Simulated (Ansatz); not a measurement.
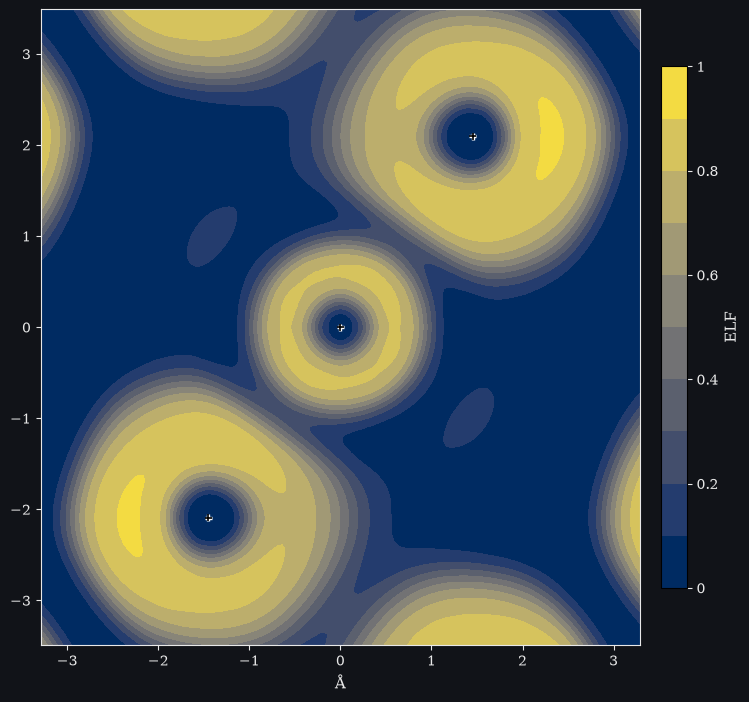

The electron localisation function on a plane through atoms (crosses mark nuclei in the plane).

The calculation used DFT PBEsol, scalar-relativistic, plane waves, PAW in Ansatz.

Candidates:
A. ZrS2, a = 3.63 Å, b = 3.63 Å, c = 5.88 Å, α = 90.00°, β = 90.00°, γ = 120.00°. Space group P-3m1.
B. WC, a = 4.35 Å, b = 4.35 Å, c = 4.35 Å, α = 90.00°, β = 90.00°, γ = 90.00°. Space group Fm-3m; a structure from a database of computed crystals, not necessarily the ambient phase.
C. Al3Ni2, a = 4.00 Å, b = 4.00 Å, c = 4.86 Å, α = 90.00°, β = 90.00°, γ = 120.00°. Space group P-3m1; a structure from a database of computed crystals, not necessarily the ambient phase; computed without spin polarisation.

**Which candidate gave the map?**

Candidate A: ZrS2 on the (110) plane of the conventional cell, which holds Zr and S. Zr–S (2.55 Å): the ELF peaks at about 0.85 in the valence shell of S, 0.8 Å from its nucleus, and is about 0.40 at the midpoint.
